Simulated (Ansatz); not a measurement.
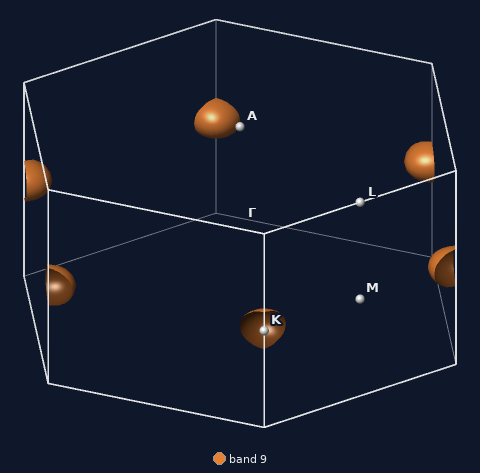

Constant-energy surfaces of C in space group P6_3/mmc, 0.30 eV above the conduction-band minimum (one colour a band).

Theory: DFT PBE, scalar-relativistic, plane waves, PAW; levels and slopes on a dense k mesh at the converged density (Ansatz). No spin polarisation. k mesh for the levels: 30×30×16. Cell and positions as given, without relaxation (residual pressure 3 GPa).

Masses come from a second pass at points close to the extrema; at the energies drawn a band may no longer be parabolic.

Describe the band extrema that these surfaces surround.

Answer. Band 9 forms the conduction edge. Within this energy: two equivalent minima at K, principal masses 0.27, 0.48 and 0.48 mₑ. Further from the edge, not drawn: three equivalent minima at M, 0.84 eV above the edge, principal masses 0.17, 1.46 and 2.68 mₑ.

And the gap?

Answer. The gap is indirect, 3.39 eV at this level of theory (semilocal functionals give gaps that are too small, and can reorder valleys that lie close).

Where one band's surface lies inside another's, the outer one hides all or part of it.

Spin-orbit coupling, left out here, can split bands that meet at an edge and change their masses.

The run (self-consistency and the dense mesh) took 14 s on 1 thread of Arm Neoverse V1, on a shared host, peak memory 0.36 GiB.
